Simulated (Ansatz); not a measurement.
# One crystal, many levels of theory: HgC2S2N2 (C2/m), part 2 of 2

What gap does each level of theory give for HgC2S2N2 (C2/m), and in what time?

Ansatz 0.2.0; density functionals, hybrids and G0W0, plane waves, PAW. Known limits of the many-body steps: finite bands, screening cutoff and k mesh; no spin-orbit coupling in G0W0; d shells not analysed.

So far. Step 5 (PBE+SOC on the 6×6×4 mesh): Over mesh and listed points the gap is 2.211 eV, from k = (-0.500, -0.500, 0.000) to k = Γ. The least direct gap found is 2.339 eV, at k = Γ. PBE+SOC against PBE: 2.211 − 2.210 = +0.001 eV, with the same mesh, set of files (read in its fully relativistic form for the spin-orbit run) and cutoff, and both edges at the same k points.

In doubt: masses and optical values from hybrid runs of this build are listed as unsure (step 10), which bears on the screening that GW takes from such a start.

### 7. HSE06 on the 4×4×2 mesh

HSE06 mixes in a quarter of exact exchange at short range.

This step: DFT, HSE06, plane waves, PAW; PAW set soft_1.

File input.yaml:

```yaml
crystal:
  lattice:
    - [5.439, -2.021, 0.0]
    - [5.439, 2.021, 0.0]
    - [-0.5921680587, 0.0, 6.4076955288]
  atoms:
    - { symbol: Hg, position: [0.0, 0.0, 0.0] }
    - { symbol: C, position: [0.2661513025, 0.2661513025, 0.2233405963] }
    - { symbol: C, position: [0.7338486975, 0.7338486975, 0.7766594037] }
    - { symbol: S, position: [0.1320101513, 0.1320101513, 0.3259806969] }
    - { symbol: S, position: [0.8679898487, 0.8679898487, 0.6740193031] }
    - { symbol: "N", position: [0.3633996325, 0.3633996325, 0.1569129335] }
    - { symbol: "N", position: [0.6366003675, 0.6366003675, 0.8430870665] }
kpoints:
  mp_grid: { grid: [4, 4, 2] }
  band_path:
    path:
      - [0.0, 0.0, 0.0]
      - [-0.28481191, 0.28481191, 0.0]
      - [-0.71518809, -0.28481191, 0.0]
      - [-0.5, -0.5, 0.0]
      - [-0.5, -0.5, 0.5]
      - [-0.72060342, -0.27939658, 0.5]
      - [-0.27939658, 0.27939658, 0.5]
      - [0.0, 0.0, 0.5]
    npoints: 1
hamiltonian:
  xc: hse06
  pseudopotentials: { kind: paw, azcp: { folder: soft_1 } }
scf:
  occupations: { method: fixed }
  n_extra_bands: 6
output:
  eigenvalues: true
```

The run is started by

```console
ansatz run input.yaml --threads 3 --pin off --max-ram 92160MiB --backend cuda --events-out ev --progress --plain --runs-dir out --devices 1 --max-vram 13GiB
```

Numbers of over 12 decimals in the logs are rounded to 6 here.

What it wrote:

```text
[...]
GPUs: using 1 of 1 available (devices: 1).
[...]
davidson cushion auto → on  (no smearing: the cushion is to keep the highest requested band from converging to the state above it; pin scf.eigensolver.cushion to override)
[...]
GPU FFT provider: cuFFT
GPU libraries: cuBLAS 13.8.2, cuFFT 12.4.0, cuSOLVER 12.3.4
Crystal: 7 atoms, lattice volume = 140.870 Å³
Basis set: ecut = 420 eV, 2761 PW (Γ)
[...]
E sigma→0 (E₀):  -16891.010566 eV
Fermi energy:    2.370523 eV
[...]
--- Band table (eV; the first three rows and the last of 14) ---
  k-point 0: bands = [... 21 lower, 0.5021, 1.2966, 1.5666, 2.2262, 5.7334, 7.7666, 8.0303, 8.9575, ... 2 higher]
  k-point 1: bands = [... 21 lower, 0.7240, 1.1878, 1.5599, 2.2394, 6.6693, 7.9886, 8.5070, 9.2291, ... 2 higher]
  k-point 2: bands = [... 21 lower, 0.4354, 0.8543, 1.5225, 1.9401, 6.0132, 7.6775, 8.5275, 9.0189, ... 2 higher]
  k-point 13: bands = [... 21 lower, 1.0604, 1.1376, 2.2379, 2.2391, 6.4526, 8.3129, 8.4089, 8.7997, ... 2 higher]
[key lines of the parts left out:]
Free energy (F): -16891.010566 eV
```

Elapsed: 21 s, on 1 × NVIDIA H100 80GB HBM3 (shared by 6 runs) with 3 threads of AMD EPYC 7R13 (Zen 3), shared host; peak memory 1.3 GiB; 29 s of CPU time.

This step gave:

```yaml
gap: 3.363 eV
valence_top_at: Y_2
conduction_bottom_at: Γ
least_direct_gap: 3.507 eV
exact_exchange_fraction: 0.25
```

Over mesh and listed points the gap is 3.363 eV, from k = (-0.500, -0.500, 0.000) to k = Γ. The least direct gap found is 3.507 eV, at k = Γ. HSE06 against PBE: 3.363 − 2.210 = +1.153 eV. The runs also differ in mesh (6×6×4 and 4×4×2), so how much of this comes from the functional alone is not known.

### 8. PBE0 on the 4×4×2 mesh

PBE0 mixes in a quarter of exact exchange at all distances.

This step: DFT, PBE0, plane waves, PAW; PAW set soft_1.

input.yaml: that of step 7 with these lines changed.

```diff
@@ -27,3 +27,3 @@
 hamiltonian:
-  xc: hse06
+  xc: pbe0
   pseudopotentials: { kind: paw, azcp: { folder: soft_1 } }
@@ -34 +34,5 @@
   eigenvalues: true
+  write_density: true
+  write_potential: true
+  elf: true
+  volumetric_format: npy
```

What it wrote:

```text
[...]
GPUs: using 1 of 1 available (devices: 1).
[...]
GPU FFT provider: cuFFT
GPU libraries: cuBLAS 13.8.2, cuFFT 12.4.0, cuSOLVER 12.3.4
Crystal: 7 atoms, lattice volume = 140.870 Å³
Basis set: ecut = 420 eV, 2761 PW (Γ)
Bands: 31, of which v1, the nominal top of the filled ones, is band 25 counted from 1 (24 counted from 0)
Symmetry: 4 space group operations
[...]
k-points: 14 of 32
[...]
E sigma→0 (E₀):  -16888.733834 eV
Fermi energy:    1.988112 eV
[...]
--- Band table (eV; the first three rows and the last of 14) ---
  k-point 0: bands = [... 21 lower, 0.1136, 0.9068, 1.1686, 1.8398, 6.0878, 8.1270, 8.4034, 9.3328, ... 2 higher]
  k-point 1: bands = [... 21 lower, 0.3314, 0.7976, 1.1626, 1.8529, 7.0403, 8.3650, 8.8749, 9.6082, ... 2 higher]
  k-point 2: bands = [... 21 lower, 0.0327, 0.4685, 1.1267, 1.5539, 6.3709, 8.0377, 8.9046, 9.3981, ... 2 higher]
  k-point 13: bands = [... 21 lower, 0.6654, 0.7609, 1.8518, 1.8543, 6.8154, 8.6877, 8.7757, 9.1747, ... 2 higher]
[key lines of the parts left out:]
Free energy (F): -16888.733834 eV
```

Run time: 16 s. Hardware: 1 × NVIDIA H100 80GB HBM3 (shared by 6 runs) with 3 threads; peak memory 1.3 GiB.

Numbers from this step:

```yaml
gap: 4.100 eV
valence_top_at: Y_2
conduction_bottom_at: Γ
least_direct_gap: 4.248 eV
exact_exchange_fraction: 0.25
```

Over mesh and listed points the gap is 4.100 eV, from k = (-0.500, -0.500, 0.000) to k = Γ. The least direct gap found is 4.248 eV, at k = Γ. PBE0 against HSE06: 4.100 − 3.363 = +0.737 eV, with the same mesh, files and cutoff, and both edges at the same k points.

### 9. G0W0@PBE, 4×4×4 mesh, 1043 empty bands, screening to 220 eV, PAW set soft_1 files

G0W0 replaces the xc potential by a self-energy built once from the orbitals of the start. Levels are corrected in the window of bands that the input names, at points of the mesh.

This step: G0W0 on PBE, plane waves, PAW; PAW set soft_1.

File input.yaml:

```yaml
crystal:
  lattice:
    - [5.439, -2.021, 0.0]
    - [5.439, 2.021, 0.0]
    - [-0.5921680587, 0.0, 6.4076955288]
  atoms:
    - { symbol: Hg, position: [0.0, 0.0, 0.0] }
    - { symbol: C, position: [0.2661513025, 0.2661513025, 0.2233405963] }
    - { symbol: C, position: [0.7338486975, 0.7338486975, 0.7766594037] }
    - { symbol: S, position: [0.1320101513, 0.1320101513, 0.3259806969] }
    - { symbol: S, position: [0.8679898487, 0.8679898487, 0.6740193031] }
    - { symbol: "N", position: [0.3633996325, 0.3633996325, 0.1569129335] }
    - { symbol: "N", position: [0.6366003675, 0.6366003675, 0.8430870665] }
kpoints:
  mp_grid: { grid: [4, 4, 4] }
hamiltonian:
  xc: pbe
  pseudopotentials: { kind: paw, azcp: { folder: soft_1 } }
scf:
  occupations: { method: fixed }
gw:
  n_empty_bands: 1043
  ecut_chi: 220.0
  qp_bands: [v2, c2]
  qp_kpoints: band_edges
  screening: { model: contour_deformation }
```

What it wrote:

```text
GPUs: using 1 of 1 available (devices: 1).
[...]
GPU FFT provider: cuFFT
GPU libraries: cuBLAS 13.8.2, cuFFT 12.4.0, cuSOLVER 12.3.4
Crystal: 7 atoms, lattice volume = 140.870 Å³
Basis set: ecut = 420 eV, 2761 PW (Γ)
Bands: 32, of which v1, the nominal top of the filled ones, is band 25 counted from 1 (24 counted from 0)
Symmetry: 4 space group operations
[...]
k-points: 24 of 64
[...]
1    27      7.4620    -7.7139    -4.2390   -12.7542  0.7783     8.2747     8.2632  root
[...]
23    24      2.9635   -18.9179     1.9057   -15.7923  0.7482     1.7117     1.7436  root
    23    25      2.9821   -19.8532     1.9637   -16.6753  0.7504     1.7371     1.7679  root
    23    26      5.9602   -11.3949    -3.9254   -16.0171  0.7811     6.6634     6.6569  root
    23    27      7.7102    -8.7177    -4.5018   -14.2126  0.7565     8.7261     8.7033  root
[key lines of the parts left out:]
SCF converged after 9 iterations
Free energy (F): -16887.320622 eV
Fermi energy:    3.100719 eV
```

Elapsed: 3.3 min, on 1 × NVIDIA H100 80GB HBM3 (shared by 6 runs) with 3 threads; peak memory 6.8 GiB; 6.5 min of CPU time.

Numbers from this step:

| Quantity | Value |
| --- | --- |
| bands summed | 1068 |
| RPA ε∞ on this mesh (eigenvalues) | 2.608, 3.227, 5.150 |
| plane waves in the screening matrix | 1023 |
| G0W0 gap over the corrected points | 4.028 eV |
| k of the valence top | -0.5, -0.5, 0 |
| k of the conduction bottom | 0, 0, 0 |
| starting gap on the mesh | 2.210 eV |
| Z at the valence top | 0.7522 |
| Z at the conduction bottom | 0.7899 |
| least direct G0W0 gap over the corrected points | 4.166 eV |

Over 23 of 24 irreducible mesh points the G0W0 gap is 4.028 eV, from k = (-0.500, -0.500, 0.000) to k = Γ. The PBE gap of this run on the mesh is 2.210 eV. The two states that bound the G0W0 gap lie that far apart at the start, so the correction of the gap is 4.028 − 2.210 = +1.818 eV.

### 10. G0W0@HSE06, 4×4×4 mesh, 1043 empty bands, screening to 220 eV, PAW set soft_1 files

This step: G0W0 on HSE06, plane waves, PAW; PAW set soft_1.

input.yaml: that of step 9 with these lines changed.

```diff
@@ -16,3 +16,3 @@
 hamiltonian:
-  xc: pbe
+  xc: hse06
   pseudopotentials: { kind: paw, azcp: { folder: soft_1 } }
```

What it wrote:

```text
GPUs: using 1 of 1 available (devices: 1).
[...]
GPU FFT provider: cuFFT
GPU libraries: cuBLAS 13.8.2, cuFFT 12.4.0, cuSOLVER 12.3.4
Crystal: 7 atoms, lattice volume = 140.870 Å³
Basis set: ecut = 420 eV, 2761 PW (Γ)
Bands: 32, of which v1, the nominal top of the filled ones, is band 25 counted from 1 (24 counted from 0)
Symmetry: 4 space group operations
[...]
k-points: 24 of 64
[...]
1    26      6.1700   -10.8030    -3.7242   -15.0166  0.8187     6.6613     6.6593  root
     1    27      7.9898    -7.2371    -3.8550   -11.6050  0.8170     8.5055     8.5027  root
[...]
23    24      2.2380   -18.9193     1.6065   -16.4374  0.7876     1.3529     1.3625  root
    23    25      2.2392   -19.7542     1.6573   -17.2393  0.7893     1.3726     1.3816  root
    23    26      6.4525   -10.8977    -3.7822   -15.1835  0.8167     6.9583     6.9561  root
    23    27      8.3129    -8.3077    -4.0520   -13.0295  0.8010     8.9883     8.9827  root
[key lines of the parts left out:]
Free energy (F): -16891.010597 eV
Fermi energy:    2.370520 eV
```

Wall time 8.7 min (1 × NVIDIA H100 80GB HBM3 (shared by 6 runs) with 3 threads); peak memory 7.3 GiB.

Numbers from this step:

* bands summed: 1068
* RPA ε∞ on this mesh (eigenvalues): 2.322, 2.834, 4.126
* plane waves in the screening matrix: 1023
* G0W0 gap over the corrected points: 4.667 eV
* k of the valence top: -0.5, -0.5, 0
* k of the conduction bottom: 0, 0, 0
* starting gap on the mesh: 3.362 eV
* Z at the valence top: 0.7906
* Z at the conduction bottom: 0.8239
* least direct G0W0 gap over the corrected points: 4.816 eV

Over 22 of 24 irreducible mesh points the G0W0 gap is 4.667 eV, from k = (-0.500, -0.500, 0.000) to k = Γ. The HSE06 gap of this run on the mesh is 3.362 eV. The two states that bound the G0W0 gap lie that far apart at the start, so the correction of the gap is 4.667 − 3.362 = +1.305 eV. G0W0@HSE06 against G0W0@PBE with 1068 bands: 4.667 − 4.028 = +0.639 eV, with the same mesh, files and cutoffs, and both edges at the same k points.

### 11. The ladder

Each gap is the least one over the points named; times are wall times on shared hosts, not benchmarks. A G0W0 time includes the run's own self-consistent start. Runs with listed points see these and the mesh alone, so an edge that moves elsewhere is missed. Rows marked * are further runs, not shown as steps, whose inputs differ from the G0W0 step on the same start in the columns given; solver thresholds can differ too.

```tsv
level	mesh	files, cutoff	bands summed, screening	points	gap (eV)	valence top	conduction bottom	least direct gap (eV)	time
LDA	6×6×4	soft_1 PAW, 420 eV	-	mesh and listed points	2.023	(-0.500, -0.500, 0.000)	Γ	2.160	3.8 s
PBEsol	6×6×4	soft_1 PAW, 420 eV	-	mesh and listed points	2.126	(-0.500, -0.500, 0.000)	Γ	2.259	8.6 s
PBE	6×6×4	soft_1 PAW, 420 eV	-	mesh and path	2.210	(-0.500, -0.500, 0.000)	Γ	2.339	9.5 s
PBE+SOC	6×6×4	soft_1 PAW, 420 eV	-	mesh and listed points	2.211	(-0.500, -0.500, 0.000)	Γ	2.339	11 s
r2SCAN	6×6×4	soft_1 PAW, 500 eV	-	mesh and listed points	2.533	(-0.500, -0.500, 0.000)	Γ	2.665	7 s
HSE06	4×4×2	soft_1 PAW, 420 eV	-	mesh and listed points	3.363	(-0.500, -0.500, 0.000)	Γ	3.507	21 s
PBE0	4×4×2	soft_1 PAW, 420 eV	-	mesh and listed points	4.100	(-0.500, -0.500, 0.000)	Γ	4.248	16 s
G0W0@PBE*	4×4×4	soft_1 PAW, 420 eV	196, 66 eV	23 of 24 irreducible mesh points	3.960	(-0.500, -0.500, 0.000)	Γ	4.106	31 s
G0W0@PBE*	4×4×4	soft_1 PAW, 420 eV	510, 132 eV	23 of 24 irreducible mesh points	4.010	(-0.500, -0.500, 0.000)	Γ	4.150	83 s
G0W0@PBE	4×4×4	soft_1 PAW, 420 eV	1068, 220 eV	23 of 24 irreducible mesh points	4.028	(-0.500, -0.500, 0.000)	Γ	4.166	3.3 min
G0W0@PBE*	4×4×2	soft_1 PAW, 420 eV	510, 132 eV	13 of 14 irreducible mesh points	4.011	(-0.500, -0.500, 0.000)	Γ	4.151	28 s
G0W0@HSE06	4×4×4	soft_1 PAW, 420 eV	1068, 220 eV	22 of 24 irreducible mesh points	4.667	(-0.500, -0.500, 0.000)	Γ	4.816	8.7 min
```

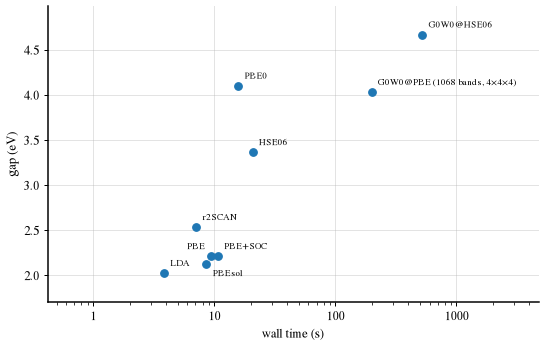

Gap against wall time for the runs shown as steps.

### 12. Summary of results

```yaml
lda_over_mesh_and_listed_points: 2.023 eV
pbesol_over_mesh_and_listed_points: 2.126 eV
pbe_over_mesh_and_path: 2.210 eV
pbe_soc_over_mesh_and_listed_points: 2.211 eV
r2scan_over_mesh_and_listed_points: 2.533 eV
hse06_over_mesh_and_listed_points: 3.363 eV
pbe0_over_mesh_and_listed_points: 4.100 eV
g0w0_pbe_1068_bands_4x4x4_over_23_of_24_irreducible_mesh_points: 4.028 eV
g0w0_hse06_over_22_of_24_irreducible_mesh_points: 4.667 eV
known_limits: finite bands, screening cutoff and k mesh; no spin-orbit coupling in G0W0; d shells not analysed
```

**Reading.** The rows run from 2.023 eV (LDA) to 4.667 eV (G0W0@HSE06). They differ in mesh, plane-wave cutoff, bands and screening cutoff of G0W0 and the points over which the gap was sought as well as in level, so only pairs that share these are like for like. PBEsol against LDA: 2.126 − 2.023 = +0.103 eV, with the same mesh, files and cutoff, and both edges at the same k points. PBE against PBEsol: 2.210 − 2.126 = +0.084 eV, with the same mesh, files and cutoff, and both edges at the same k points. PBE+SOC against PBE: 2.211 − 2.210 = +0.001 eV, with the same mesh, set of files (read in its fully relativistic form for the spin-orbit run) and cutoff, and both edges at the same k points. The spin-orbit run sees mesh and listed points alone, so its gap is an upper bound: the coupling can move an edge off these points, and the change over the zone, its sign included where it is small, is not known. PBE0 against HSE06: 4.100 − 3.363 = +0.737 eV, with the same mesh, files and cutoff, and both edges at the same k points. G0W0@HSE06 against G0W0@PBE with 1068 bands: 4.667 − 4.028 = +0.639 eV, with the same mesh, files and cutoffs, and both edges at the same k points. G0W0@PBE (1068 bands, 4×4×4) moves the gap of its own start on the mesh by 4.028 − 2.210 = +1.818 eV, between the same two levels. Both edges that PBE shows over mesh and path lie at k points where levels were corrected. Levels at other points were not corrected, so a lower G0W0 gap elsewhere in the zone is not ruled out. G0W0@HSE06 moves the gap of its own start on the mesh by 4.667 − 3.362 = +1.305 eV, between the same two levels. Both edges that HSE06 shows over mesh and listed points lie at k points where levels were corrected. Levels at other points were not corrected, so a lower G0W0 gap elsewhere in the zone is not ruled out. What spin-orbit coupling does to the G0W0 levels was not computed, so no sum with the G0W0 gap is formed. For G0W0@PBE: from 196 bands and 66 eV to 1068 bands and 220 eV the gap moves by 4.028 − 3.960 = +0.068 eV (rung by rung 3.960, 4.010, 4.028 eV); bands and screening cutoff rise together, so their parts are not told apart. A line in one over the bands through the two highest rungs gives 4.028 + (4.028 − 4.010) × 510 / (1068 − 510) = 4.044 eV, and through the pair below 4.010 + (4.010 − 3.960) × 196 / (510 − 196) = 4.041 eV. The two agree within 0.03 eV and the same two states bound the gap in each rung, so 4.044 eV is taken as an estimate of the limit on this mesh. The other G0W0 rows are shown at one basis each (1068 bands), so their distance from the limit is not known here. With the 4×4×2 mesh in place of the 4×4×4 mesh and all else as in the G0W0@PBE row with 510 bands, the gap differs by 4.011 − 4.010 = +0.001 eV, and that of the start by 2.210 − 2.210 = +0.000 eV. The G0W0 runs are scalar-relativistic. One-shot GW is known to converge slowly in bands for compounds with shallow d shells. The cell holds Hg; the filling of the d shell and its place against the gap were not analysed here. G0W0@PBE runs of this series with other atomic data on the same mesh, not shown as steps, give 4.013 eV (hard PAW, 870 eV, 1572 bands, screening to 286 eV); where bands and cutoffs differ too, the part of the files is not isolated. Failed or unusable runs of this series, left out of the table: G0W0@PBE0 (4×4×4 mesh, soft_1 PAW files, 420 eV, 1043 empty bands) reached its time limit after 7.8 min.

[Paths, hosts, dates, memory and timing lines, banners, echoed tables and standing remarks are left out of the program output.]

[Logs are printed without paths, hosts, clocks, repeated set-up lines and the standing remarks that a program may print on its own settings, such as how far it seeks lower states.]

[Runs of the session that timed out or met a known fault of the program may be left out.]

[Cells called generated may have been cut or substituted from an entry of the Crystallography Open Database or the Materials Project.]

[Hosts, paths, dates, database ids (printed as entryN), source tags and the programs' standing remarks are cut or masked in the printed files.]

[Where an RPA ε∞ is given, it is that of the G0W0 mesh and is not shown converged in it. Names of k-points follow the symmetry that the program found, which can be lower than the space group named. Band edges on a path are those of the sampled points; other points can move an edge, and change direct to indirect where valleys lie close.]

[Hybrid gaps are those of their k-mesh and are not shown converged in it.]
